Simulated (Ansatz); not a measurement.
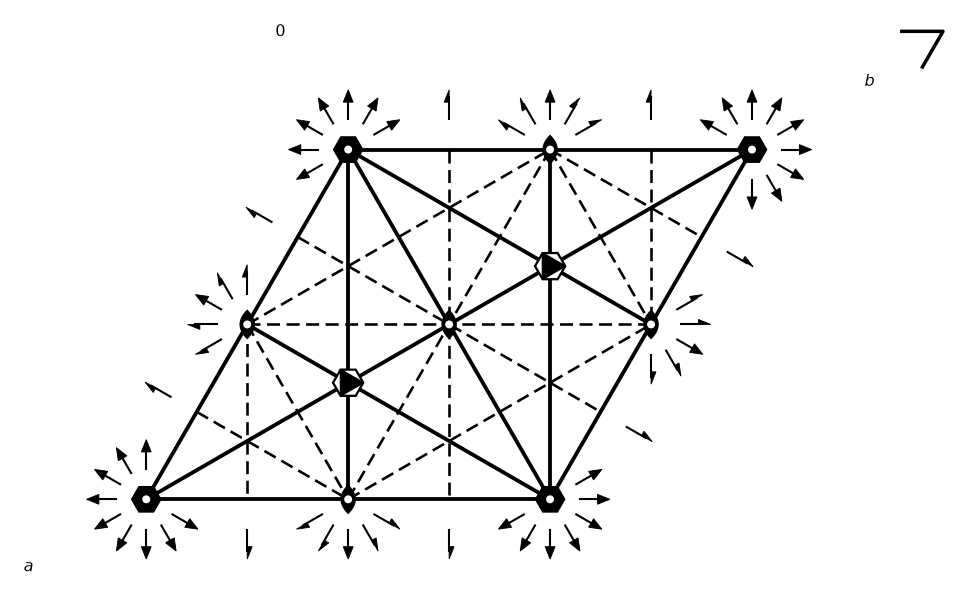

Symmetry elements of a space group, projected down c, computed from the operations of a computed or model structure of composition Al, which need not be its known form.

Symbols follow the International Tables: origin at the upper left, the third axis towards the viewer; heavy, dashed, dotted, dash-dotted and dash-dot-dot lines are mirror, in-plane glide, out-of-plane glide, diagonal (n; with arrows d) and double (e) glide planes seen edge on; arrows at the rim are 2 (full head) and 2₁ (half head) axes in the plane; the corner sign is a plane parallel to the page; fractions are heights. Handed screw axes carry their printed symbol instead of tails.

> Identify the space group.

P6/mmm, No. 191; primitive hexagonal, point group 6/mmm, 24 general positions a cell.

> List the elements shown.

−6 axes along c at (1/3, 2/3), (2/3, 1/3); 6 axes along c at (0, 0); 2 axes along c at (0, 1/2), (1/2, 0), (1/2, 1/2); inversion centres at (0, 0), (0, 1/2), (1/2, 0), (1/2, 1/2); mirror planes holding c and [1 1 0] or [1 2 0] or [2 1 0] or [−1 1 0]; in-plane glide planes holding c and [1 1 0] or [1 2 0] or [2 1 0] or [−1 1 0]; mirror planes normal to a*, at x = 0; b glide planes normal to a*, at x = 1/2; mirror planes normal to b*, at y = 0; a glide planes normal to b*, at y = 1/2; a mirror plane normal to c at height 0; 2 axes along [1 1 0] at height 0; 2 axes along [1 2 0] at height 0; 2 axes along [2 1 0] at height 0; 2 axes along [−1 1 0] at height 0; 2 axes along a at height 0; 2 axes along b at height 0; 2₁ axes along [1 1 0] at height 0; 2₁ axes along [1 2 0] at height 0; 2₁ axes along [2 1 0] at height 0; 2₁ axes along [−1 1 0] at height 0; 2₁ axes along a at height 0; 2₁ axes along b at height 0. Heights repeat every half period; positions are (a, b) fractions, modulo 1.

> Write the general positions (in any order).

x, y, z
−x, −y, −z
x−y, x, z
−x+y, −x, −z
−y, x−y, z
y, −x+y, −z
−x, −y, z
x, y, −z
−x+y, −x, z
x−y, x, −z
y, −x+y, z
−y, x−y, −z
−y, −x, −z
y, x, z
−x, −x+y, −z
x, x−y, z
−x+y, y, −z
x−y, −y, z
y, x, −z
−y, −x, z
x, x−y, −z
−x, −x+y, z
x−y, −y, −z
−x+y, y, z
